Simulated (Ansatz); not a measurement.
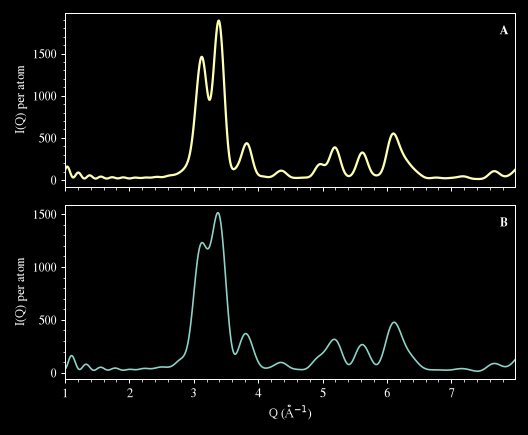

X-ray scattering of spheres cut from the crystal structure of Ni (P6_3/mmc, a = 2.418 Å, b = 2.418 Å, c = 7.929 Å, α = 90.00°, β = 90.00°, γ = 120.00°), calculated atom by atom with the Debye equation (B = 0.5 Å², no relaxation of the surface). Basis of the simulation: the geometry relaxed with DFT, LDA (PW92), plane waves (420 eV) with PAW, scalar-relativistic (Ansatz 0.2.0); the starting structure was generated, so it need not be a known form of this composition.

The spheres are 28 and 36 Å across. Which curve is which?

curve A: 36 Å (2463 atoms); curve B: 28 Å (1159 atoms). Peak widths go roughly as 2π/D, so the largest sphere has the sharpest peaks.

Index the main peaks of the largest sphere.

Q ≈ 3.12 Å⁻¹: 101 + 004; Q ≈ 3.39 Å⁻¹: 102; Q ≈ 3.82 Å⁻¹: 103; Q ≈ 5.19 Å⁻¹: 110; Q ≈ 5.62 Å⁻¹: 106; Q ≈ 6.10 Å⁻¹: 114.
